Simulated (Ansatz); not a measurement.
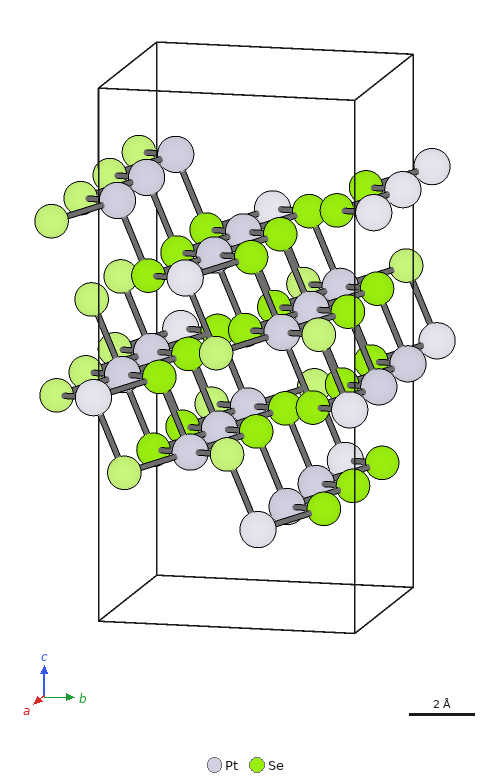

**Figure 1.** The starting structure (ball-and-stick view of the 2 × 1 repeat of the cell, with the vacuum cut short, seen slightly off an axis; neighbours outside the cell are drawn fainter). An atom can appear more than once, as a periodic image. Near neighbours in the periodic cell (some may lie outside the picture): Pt has 3 Se at 2.51 Å; Se has 2 Pt at 2.51 Å; Se has 3 Pt at 2.51 Å; Pt has 5 Se at 2.51 Å; Pt has 6 Se at 2.51 Å.

# Run report: Pt₃Se₅, geometry relaxation (part 1 of 4)

The run: geometry relaxation of Pt₃Se₅ (slab, 16 atoms in the cell). Method and program: DFT PBEsol, scalar-relativistic, plane waves, PAW, no spin polarisation (Ansatz 0.2.0).

The structure derives from an entry of the Crystallography Open Database. It belongs to a series of runs on one base structure; here: (0 1 2) slab, atoms relaxed.

Output
```
Engine: ansatz 0.2.0, x86_64-unknown-linux-gnu
Pseudopotentials: kind: paw
Pseudopotential: Pt, paw, valence charge 18, recommended cutoff 420 eV (normal), Pt.paw.azcp
Pseudopotential: Se, paw, valence charge 16, recommended cutoff 420 eV (normal), Se.paw.azcp
Functional definition: PBEsol
  exchange = pbesol_x
  correlation = pbesol_c
Crystal: 16 atoms, lattice volume = 756.400 Å³
Basis set: ecut = 420 eV, 14797 PW (Γ), exchange–correlation on 54×120×360 points (8 copies of the dense FFT grid, shifted against one another)
Bands: 161, of which v1, the nominal top of the filled ones, is band 134 counted from 1 (133 counted from 0)
Symmetry: 2 space group operations
k-points: 15 of 45 (time reversal used)
Non-local potential: Pt, projectors of the file, l = 0: 3, l = 1: 2, l = 2: 2, l = 3: 1
Non-local potential: Se, projectors of the file, l = 0: 2, l = 1: 2, l = 2: 3, l = 3: 1
PAW form: soft (Blöchl's): semilocal exchange-correlation on the pseudo side does not see the compensation charge
PAW frozen core: Pt, regenerated for the run's functional, and the local potential with it (the file was generated under x = pbe(κ = 0.804, μ = 0.2195149727645171), c = pbe(β = 0.06672455060314922))
PAW frozen core: Se, regenerated for the run's functional, and the local potential with it (the file was generated under x = pbe(κ = 0.804, μ = 0.2195149727645171), c = pbe(β = 0.06672455060314922))
PAW one-centre angular grid: Pt, 590 points (default); XC on 64 Gauss nodes
PAW one-centre angular grid: Se, 590 points (default); XC on 64 Gauss nodes
Initial density: superposition of atomic densities (neutral atoms: chi_scale 0, normalization atom), corrected by the library's trained network
Initial wavefunctions: pseudopotential atomic-orbital guess
Functional: x = pbesol(κ = 0.804, μ = 0.12345679012345678), c = pbesol(β = 0.046)
SCF iter   1: F=—  HF=-128545.251311 eV  |F-HF|=—  |Δ(HF+E_count)|=         —  Δρ=3.58e-3  dr2=1.54e-1  ethr=1.77e-3  p=-0.000 e·Å  D=-6.20e-12 V/Å  ΔV_dip=0.00 eV  dr2_dipole=8.23e-8  V_vac-E_F(+/−)=5.05/5.05 eV  ⟨swp⟩=6.7  Hψ=9057  notcnv=0  defer=106
efield: sawtooth ramp at fractional position 0.9800 (placed from the atoms, in the widest stretch of the axis that holds none; the zero of the levels goes with the place), width 0.0400; the density the first Hamiltonian is built on has a dipole p = -0.000 e·Å; the dipole correction subtracts the counter field D = -6.20e-12 V/Å, which shifts the + side's vacuum level by +0.00 eV against the − side's; the planar-averaged density in the ramp window peaks in size at 2.8e-5 e/Å³
preconditioner: auto → LDOS  [metal: Δε(μ)=0.019 eV  Ē_g=8.912 eV  σ=0.100 eV  W_gap=0.11  n_scr=160 (ndim 8)  ℏωp=14.8 eV  f_vac=0.533  D(μ)=6.86/eV (n_scr^D=28)  β→1.0]
SCF iter   2: F=—  HF=-128545.235197 eV  |F-HF|=—  |Δ(HF+E_count)|=   1.61e-2  Δρ=1.84e-3  dr2=3.93e-2  ethr=5.75e-5  p=0.000 e·Å  D=3.65e-6 V/Å  ΔV_dip=-0.00 eV  dr2_dipole=2.54e-7  V_vac-E_F(+/−)=5.18/5.18 eV  ⟨swp⟩=2.0  Hψ=4546  notcnv=0  defer=263
SCF iter   3: F=—  HF=-128545.225088 eV  |F-HF|=—  |Δ(HF+E_count)|=   1.01e-2  Δρ=5.76e-4  dr2=6.06e-3  ethr=1.47e-5  p=-0.000 e·Å  D=-6.01e-7 V/Å  ΔV_dip=0.00 eV  dr2_dipole=1.35e-8  V_vac-E_F(+/−)=5.17/5.17 eV  ⟨swp⟩=2.0  Hψ=4045  notcnv=0  defer=263
SCF iter   4: F=—  HF=-128545.223670 eV  |F-HF|=—  |Δ(HF+E_count)|=   1.42e-3  Δρ=1.41e-4  dr2=3.28e-4  ethr=2.26e-6  p=0.000 e·Å  D=1.87e-6 V/Å  ΔV_dip=-0.00 eV  dr2_dipole=2.12e-10  V_vac-E_F(+/−)=5.18/5.18 eV  ⟨swp⟩=2.2  Hψ=3028  notcnv=0  defer=263
SCF iter   5: F=—  HF=-128545.223617 eV  |F-HF|=—  |Δ(HF+E_count)|=   5.24e-5  Δρ=4.98e-5  dr2=2.96e-5  ethr=1.22e-7  p=0.000 e·Å  D=2.52e-7 V/Å  ΔV_dip=-0.00 eV  dr2_dipole=1.69e-10  V_vac-E_F(+/−)=5.18/5.18 eV  ⟨swp⟩=3.3  Hψ=4425  notcnv=0  defer=263
SCF iter   6: F=-128545.223636 eV  HF=-128545.223633 eV  |F-HF|=2.24e-6  |Δ(HF+E_count)|=   1.60e-5  Δρ=1.93e-5  dr2=3.67e-6  ethr=3.73e-9  p=0.000 e·Å  D=2.33e-7 V/Å  ΔV_dip=-0.00 eV  dr2_dipole=1.76e-11  V_vac-E_F(+/−)=5.18/5.18 eV  ⟨swp⟩=15.1  Hψ=12190  notcnv=0
SCF 1 converged in 6 iterations: F = -128545.223636 eV  dr2 = 3.67e-6
  greatest PAW one-centre occupation: 1.000 electrons in one spin orbital (limit 2), on the Pt atom at site 6 (counted from 0), in its partial waves of l = 0
relax step   1: F+E_penalty+E_count = -128545.22363562 eV  Δ(F+E_penalty+E_count) = +0.000e0 eV  max|allowed force component| = 2.074e0 eV/Å  Δτ_max = 0.0000 Å  (6 SCF iters, dr2 threshold 1.00e-5 eV, accepted)
Initial density: handed on by an earlier stage of this run
Initial wavefunctions: those handed on with the density
iter 1 solved again at ethr=4.95e-4 eV; its pass at ethr=3.10e-3 eV (dr2=1.33e0 eV) is discarded
SCF iter   1: F=—  HF=-128546.501344 eV  |F-HF|=—  |Δ(HF+E_count)|=         —  Δρ=1.19e-2  dr2=1.33e0  ethr=4.95e-4  p=0.000 e·Å  D=2.33e-7 V/Å  ΔV_dip=-0.00 eV  dr2_dipole=9.36e-11  V_vac-E_F(+/−)=5.11/5.11 eV  ⟨swp⟩=1.1  Hψ=7941  notcnv=0  defer=231
efield: sawtooth ramp at fractional position 0.9800 (handed on by an earlier solve), width 0.0400; the density the first Hamiltonian is built on has a dipole p = 0.000 e·Å; the dipole correction subtracts the counter field D = 2.33e-7 V/Å, which shifts the + side's vacuum level by -0.00 eV against the − side's; the planar-averaged density in the ramp window peaks in size at 1.8e-6 e/Å³
preconditioner: auto → LDOS  [metal: Δε(μ)=0.023 eV  Ē_g=9.136 eV  σ=0.100 eV  W_gap=0.13  n_scr=160 (ndim 8)  ℏωp=14.8 eV  f_vac=0.538  D(μ)=7.58/eV (n_scr^D=28)  β→1.0]
SCF iter   2: F=—  HF=-128546.361487 eV  |F-HF|=—  |Δ(HF+E_count)|=   1.40e-1  Δρ=4.36e-3  dr2=1.96e-1  ethr=4.95e-4  p=-0.000 e·Å  D=-4.38e-5 V/Å  ΔV_dip=0.00 eV  dr2_dipole=3.81e-7  V_vac-E_F(+/−)=5.32/5.31 eV  ⟨swp⟩=2.0  Hψ=4062  notcnv=0  defer=231
SCF iter   3: F=—  HF=-128546.333552 eV  |F-HF|=—  |Δ(HF+E_count)|=   2.79e-2  Δρ=1.62e-3  dr2=4.71e-2  ethr=7.30e-5  p=0.000 e·Å  D=2.20e-5 V/Å  ΔV_dip=-0.00 eV  dr2_dipole=8.62e-9  V_vac-E_F(+/−)=5.19/5.19 eV  ⟨swp⟩=2.1  Hψ=4464  notcnv=0  defer=252
SCF iter   4: F=—  HF=-128546.322510 eV  |F-HF|=—  |Δ(HF+E_count)|=   1.10e-2  Δρ=3.45e-4  dr2=1.45e-3  ethr=1.76e-5  p=0.000 e·Å  D=1.07e-6 V/Å  ΔV_dip=-0.00 eV  dr2_dipole=3.83e-9  V_vac-E_F(+/−)=5.24/5.24 eV  ⟨swp⟩=2.0  Hψ=4002  notcnv=0  defer=258
SCF iter   5: F=—  HF=-128546.322435 eV  |F-HF|=—  |Δ(HF+E_count)|=   7.51e-5  Δρ=1.33e-4  dr2=2.23e-4  ethr=5.42e-7  p=-0.000 e·Å  D=-2.24e-7 V/Å  ΔV_dip=0.00 eV  dr2_dipole=1.21e-10  V_vac-E_F(+/−)=5.25/5.25 eV  ⟨swp⟩=2.4  Hψ=3626  notcnv=0  defer=258
SCF iter   6: F=-128546.322498 eV  HF=-128546.322500 eV  |F-HF|=2.32e-6  |Δ(HF+E_count)|=   6.52e-5  Δρ=5.08e-5  dr2=3.65e-5  ethr=3.73e-8  p=0.000 e·Å  D=1.27e-6 V/Å  ΔV_dip=-0.00 eV  dr2_dipole=1.58e-10  V_vac-E_F(+/−)=5.25/5.25 eV  ⟨swp⟩=12.9  Hψ=12280  notcnv=0
SCF 2 converged in 6 iterations: F = -128546.322498 eV  dr2 = 3.65e-5
  greatest PAW one-centre occupation: 1.000 electrons in one spin orbital (limit 2), on the Pt atom at site 9 (counted from 0), in its partial waves of l = 0
relax step   2: F+E_penalty+E_count = -128546.32249752 eV  Δ(F+E_penalty+E_count) = -1.099e0 eV  max|allowed force component| = 5.241e-1 eV/Å  Δτ_max = 0.1946 Å  (6 SCF iters, dr2 threshold 1.00e-4 eV, accepted)
[... from here on the SCF iterations and repeated set-up lines of each step are left out, up to the last step ...]
SCF 3 converged in 6 iterations: F = -128546.505507 eV  dr2 = 6.76e-6
relax step   3: F+E_penalty+E_count = -128546.50550652 eV  Δ(F+E_penalty+E_count) = -1.830e-1 eV  max|allowed force component| = 2.417e-1 eV/Å  Δτ_max = 0.1939 Å  (6 SCF iters, dr2 threshold 1.72e-5 eV, accepted)
SCF 4 converged in 6 iterations: F = -128546.545338 eV  dr2 = 1.79e-6
relax step   4: F+E_penalty+E_count = -128546.54533835 eV  Δ(F+E_penalty+E_count) = -3.983e-2 eV  max|allowed force component| = 2.037e-1 eV/Å  Δτ_max = 0.0773 Å  (6 SCF iters, dr2 threshold 3.73e-6 eV, accepted)
SCF 5 converged in 7 iterations: F = -128546.576163 eV  dr2 = 3.64e-6
relax step   5: F+E_penalty+E_count = -128546.57616296 eV  Δ(F+E_penalty+E_count) = -3.082e-2 eV  max|allowed force component| = 1.273e-1 eV/Å  Δτ_max = 0.1544 Å  (7 SCF iters, dr2 threshold 8.83e-6 eV, accepted)
SCF 6 converged in 7 iterations: F = -128546.606143 eV  dr2 = 3.49e-6
relax step   6: F+E_penalty+E_count = -128546.60614281 eV  Δ(F+E_penalty+E_count) = -2.998e-2 eV  max|allowed force component| = 1.228e-1 eV/Å  Δτ_max = 0.1755 Å  (7 SCF iters, dr2 threshold 6.33e-6 eV, accepted)
SCF 7 converged in 8 iterations: F = -128546.634276 eV  dr2 = 1.02e-6
relax step   7: F+E_penalty+E_count = -128546.63427640 eV  Δ(F+E_penalty+E_count) = -2.813e-2 eV  max|allowed force component| = 1.607e-1 eV/Å  Δτ_max = 0.1933 Å  (8 SCF iters, dr2 threshold 5.89e-6 eV, accepted)
SCF 8 converged in 7 iterations: F = -128546.668515 eV  dr2 = 1.43e-5
relax step   8: F+E_penalty+E_count = -128546.66851462 eV  Δ(F+E_penalty+E_count) = -3.424e-2 eV  max|allowed force component| = 2.282e-1 eV/Å  Δτ_max = 0.1951 Å  (7 SCF iters, dr2 threshold 2.40e-5 eV, accepted)
SCF 9 converged in 7 iterations: F = -128546.713938 eV  dr2 = 1.51e-5
relax step   9: F+E_penalty+E_count = -128546.71393850 eV  Δ(F+E_penalty+E_count) = -4.542e-2 eV  max|allowed force component| = 2.932e-1 eV/Å  Δτ_max = 0.1951 Å  (7 SCF iters, dr2 threshold 5.21e-5 eV, accepted)
SCF 10 converged in 7 iterations: F = -128546.777170 eV  dr2 = 2.34e-5
relax step  10: F+E_penalty+E_count = -128546.77716951 eV  Δ(F+E_penalty+E_count) = -6.323e-2 eV  max|allowed force component| = 3.445e-1 eV/Å  Δτ_max = 0.1980 Å  (7 SCF iters, dr2 threshold 8.59e-5 eV, accepted)
SCF 11 converged in 7 iterations: F = -128546.858250 eV  dr2 = 4.44e-5
relax step  11: F+E_penalty+E_count = -128546.85825048 eV  Δ(F+E_penalty+E_count) = -8.108e-2 eV  max|allowed force component| = 3.677e-1 eV/Å  Δτ_max = 0.1958 Å  (7 SCF iters, dr2 threshold 1.00e-4 eV, accepted)
SCF 12 converged in 7 iterations: F = -128546.953657 eV  dr2 = 5.39e-5
relax step  12: F+E_penalty+E_count = -128546.95365735 eV  Δ(F+E_penalty+E_count) = -9.541e-2 eV  max|allowed force component| = 3.755e-1 eV/Å  Δτ_max = 0.1950 Å  (7 SCF iters, dr2 threshold 1.00e-4 eV, accepted)
SCF 13 converged in 7 iterations: F = -128547.057568 eV  dr2 = 5.56e-5
relax step  13: F+E_penalty+E_count = -128547.05756755 eV  Δ(F+E_penalty+E_count) = -1.039e-1 eV  max|allowed force component| = 3.741e-1 eV/Å  Δτ_max = 0.1950 Å  (7 SCF iters, dr2 threshold 1.00e-4 eV, accepted)
SCF 14 converged in 7 iterations: F = -128547.177523 eV  dr2 = 3.07e-5
relax step  14: F+E_penalty+E_count = -128547.17752293 eV  Δ(F+E_penalty+E_count) = -1.200e-1 eV  max|allowed force component| = 2.481e-1 eV/Å  Δτ_max = 0.1991 Å  (7 SCF iters, dr2 threshold 1.00e-4 eV, accepted)
SCF 15 converged in 8 iterations: F = -128547.259209 eV  dr2 = 1.50e-5
relax step  15: F+E_penalty+E_count = -128547.25920894 eV  Δ(F+E_penalty+E_count) = -8.169e-2 eV  max|allowed force component| = 2.594e-1 eV/Å  Δτ_max = 0.1951 Å  (8 SCF iters, dr2 threshold 2.71e-5 eV, accepted)
SCF 16 converged in 8 iterations: F = -128547.341073 eV  dr2 = 2.49e-5
relax step  16: F+E_penalty+E_count = -128547.34107347 eV  Δ(F+E_penalty+E_count) = -8.186e-2 eV  max|allowed force component| = 2.976e-1 eV/Å  Δτ_max = 0.1908 Å  (8 SCF iters, dr2 threshold 2.96e-5 eV, accepted)
SCF 17 converged in 7 iterations: F = -128547.449913 eV  dr2 = 2.92e-5
relax step  17: F+E_penalty+E_count = -128547.44991298 eV  Δ(F+E_penalty+E_count) = -1.088e-1 eV  max|allowed force component| = 1.691e-1 eV/Å  Δτ_max = 0.1948 Å  (7 SCF iters, dr2 threshold 8.85e-5 eV, accepted)
SCF 18 converged in 8 iterations: F = -128547.523852 eV  dr2 = 5.10e-6
relax step  18: F+E_penalty+E_count = -128547.52385195 eV  Δ(F+E_penalty+E_count) = -7.394e-2 eV  max|allowed force component| = 1.372e-1 eV/Å  Δτ_max = 0.2000 Å  (8 SCF iters, dr2 threshold 9.24e-6 eV, accepted)
SCF 19 converged in 8 iterations: F = -128547.580341 eV  dr2 = 2.68e-6
relax step  19: F+E_penalty+E_count = -128547.58034058 eV  Δ(F+E_penalty+E_count) = -5.649e-2 eV  max|allowed force component| = 9.683e-2 eV/Å  Δτ_max = 0.2000 Å  (8 SCF iters, dr2 threshold 6.08e-6 eV, accepted)
SCF 20 converged in 8 iterations: F = -128547.624455 eV  dr2 = 1.16e-6
relax step  20: F+E_penalty+E_count = -128547.62445475 eV  Δ(F+E_penalty+E_count) = -4.411e-2 eV  max|allowed force component| = 1.254e-1 eV/Å  Δτ_max = 0.2000 Å  (8 SCF iters, dr2 threshold 4.67e-6 eV, accepted)
SCF 21 converged in 9 iterations: F = -128547.656721 eV  dr2 = 3.83e-7
relax step  21: F+E_penalty+E_count = -128547.65672062 eV  Δ(F+E_penalty+E_count) = -3.227e-2 eV  max|allowed force component| = 1.381e-1 eV/Å  Δτ_max = 0.1992 Å  (9 SCF iters, dr2 threshold 7.84e-6 eV, accepted)
SCF 22 converged in 7 iterations: F = -128547.670504 eV  dr2 = 8.29e-6
relax step  22: F+E_penalty+E_count = -128547.67050380 eV  Δ(F+E_penalty+E_count) = -1.378e-2 eV  max|allowed force component| = 1.511e-1 eV/Å  Δτ_max = 0.1981 Å  (7 SCF iters, dr2 threshold 1.91e-5 eV, accepted)
SCF 23 converged in 7 iterations: F = -128547.673802 eV  dr2 = 8.12e-6
relax step  23: F+E_penalty+E_count = -128547.67380200 eV  Δ(F+E_penalty+E_count) = -3.298e-3 eV  max|allowed force component| = 1.104e-1 eV/Å  Δτ_max = 0.1270 Å  (7 SCF iters, dr2 threshold 2.28e-5 eV, accepted)
SCF 24 converged in 7 iterations: F = -128547.675474 eV  dr2 = 2.75e-6
relax step  24: F+E_penalty+E_count = -128547.67547447 eV  Δ(F+E_penalty+E_count) = -1.672e-3 eV  max|allowed force component| = 9.284e-2 eV/Å  Δτ_max = 0.0759 Å  (7 SCF iters, dr2 threshold 6.50e-6 eV, accepted)
SCF 25 converged in 7 iterations: F = -128547.679264 eV  dr2 = 8.28e-7
relax step  25: F+E_penalty+E_count = -128547.67926422 eV  Δ(F+E_penalty+E_count) = -3.790e-3 eV  max|allowed force component| = 9.181e-2 eV/Å  Δτ_max = 0.0317 Å  (7 SCF iters, dr2 threshold 4.60e-6 eV, accepted)
SCF 26 converged in 5 iterations: F = -128547.682397 eV  dr2 = 3.04e-6
relax step  26: F+E_penalty+E_count = -128547.68239736 eV  Δ(F+E_penalty+E_count) = -3.133e-3 eV  max|allowed force component| = 4.374e-2 eV/Å  Δτ_max = 0.0163 Å  (5 SCF iters, dr2 threshold 5.96e-6 eV, accepted)
SCF 27 converged in 7 iterations: F = -128547.682449 eV  dr2 = 2.79e-7
relax step  27: F+E_penalty+E_count = -128547.68244921 eV  Δ(F+E_penalty+E_count) = -5.184e-5 eV  max|allowed force component| = 9.360e-2 eV/Å  Δτ_max = 0.0118 Å  (7 SCF iters, dr2 threshold 4.34e-7 eV, accepted)
SCF 28 converged in 6 iterations: F = -128547.683375 eV  dr2 = 7.13e-7
relax step  28: F+E_penalty+E_count = -128547.68337537 eV  Δ(F+E_penalty+E_count) = -9.262e-4 eV  max|allowed force component| = 2.650e-2 eV/Å  Δτ_max = 0.0067 Å  (6 SCF iters, dr2 threshold 1.99e-6 eV, accepted)
SCF iter   1: F=—  HF=-128547.684009 eV  |F-HF|=—  |Δ(HF+E_count)|=         —  Δρ=5.86e-4  dr2=1.23e-3  ethr=1.12e-5  p=-0.000 e·Å  D=-4.17e-7 V/Å  ΔV_dip=0.00 eV  dr2_dipole=1.56e-9  V_vac-E_F(+/−)=5.35/5.35 eV  ⟨swp⟩=2.0  Hψ=3943  notcnv=0  defer=256
efield: sawtooth ramp at fractional position 0.9800 (handed on by an earlier solve), width 0.0400; the density the first Hamiltonian is built on has a dipole p = -0.000 e·Å; the dipole correction subtracts the counter field D = -4.17e-7 V/Å, which shifts the + side's vacuum level by +0.00 eV against the − side's; the planar-averaged density in the ramp window peaks in size at 5.1e-6 e/Å³
preconditioner: auto → LDOS  [metal: Δε(μ)=0.031 eV  Ē_g=9.343 eV  σ=0.100 eV  W_gap=0.17  n_scr=160 (ndim 8)  ℏωp=14.8 eV  f_vac=0.550  D(μ)=9.90/eV (n_scr^D=34)  β→1.0]
SCF iter   2: F=—  HF=-128547.683942 eV  |F-HF|=—  |Δ(HF+E_count)|=   6.64e-5  Δρ=1.66e-4  dr2=4.31e-4  ethr=4.59e-7  p=0.000 e·Å  D=2.99e-7 V/Å  ΔV_dip=-0.00 eV  dr2_dipole=1.26e-10  V_vac-E_F(+/−)=5.35/5.35 eV  ⟨swp⟩=2.0  Hψ=4594  notcnv=0  defer=256
SCF iter   3: F=—  HF=-128547.683853 eV  |F-HF|=—  |Δ(HF+E_count)|=   8.91e-5  Δρ=6.79e-5  dr2=9.92e-5  ethr=1.61e-7  p=-0.000 e·Å  D=-6.01e-8 V/Å  ΔV_dip=0.00 eV  dr2_dipole=6.74e-10  V_vac-E_F(+/−)=5.35/5.35 eV  ⟨swp⟩=2.0  Hψ=3987  notcnv=0  defer=256
SCF iter   4: F=—  HF=-128547.683563 eV  |F-HF|=—  |Δ(HF+E_count)|=   2.90e-4  Δρ=1.96e-5  dr2=7.74e-6  ethr=3.70e-8  p=-0.000 e·Å  D=-9.81e-8 V/Å  ΔV_dip=0.00 eV  dr2_dipole=7.77e-12  V_vac-E_F(+/−)=5.35/5.35 eV  ⟨swp⟩=2.0  Hψ=2907  notcnv=0  defer=256
SCF iter   5: F=—  HF=-128547.683562 eV  |F-HF|=—  |Δ(HF+E_count)|=   1.14e-6  Δρ=7.34e-6  dr2=1.32e-6  ethr=2.89e-9  p=-0.000 e·Å  D=-6.85e-8 V/Å  ΔV_dip=0.00 eV  dr2_dipole=1.02e-11  V_vac-E_F(+/−)=5.35/5.35 eV  ⟨swp⟩=2.0  Hψ=3045  notcnv=0  defer=256
SCF iter   6: F=—  HF=-128547.683562 eV  |F-HF|=—  |Δ(HF+E_count)|=   1.31e-7  Δρ=3.34e-6  dr2=1.76e-7  ethr=4.93e-10  p=-0.000 e·Å  D=-8.58e-8 V/Å  ΔV_dip=0.00 eV  dr2_dipole=1.52e-13  V_vac-E_F(+/−)=5.35/5.35 eV  ⟨swp⟩=2.0  Hψ=2894  notcnv=0  defer=256
SCF iter   7: F=-128547.683562 eV  HF=-128547.683562 eV  |F-HF|=3.63e-8  |Δ(HF+E_count)|=   8.29e-8  Δρ=1.64e-6  dr2=3.64e-8  ethr=3.73e-11  p=-0.000 e·Å  D=-8.87e-8 V/Å  ΔV_dip=0.00 eV  dr2_dipole=4.18e-12  V_vac-E_F(+/−)=5.35/5.35 eV  ⟨swp⟩=11.2  Hψ=9831  notcnv=0
SCF 29 converged in 7 iterations: F = -128547.683562 eV  dr2 = 3.64e-8
relax step  29: F+E_penalty+E_count = -128547.68356220 eV  Δ(F+E_penalty+E_count) = -1.868e-4 eV  max|allowed force component| = 9.467e-3 eV/Å  Δτ_max = 0.0083 Å  (7 SCF iters, accepted)
```

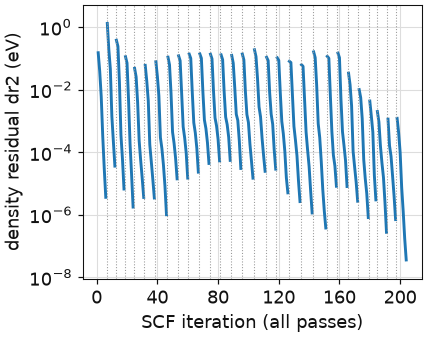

**Figure 2.** Convergence of the self-consistent field: density residual dr2 against the SCF iteration. The dotted lines part the SCF passes of the relaxation: geometry steps, rejected trials and re-solves on a re-selected basis. The 29 passes take 5 to 9 iterations each, 204 in all.
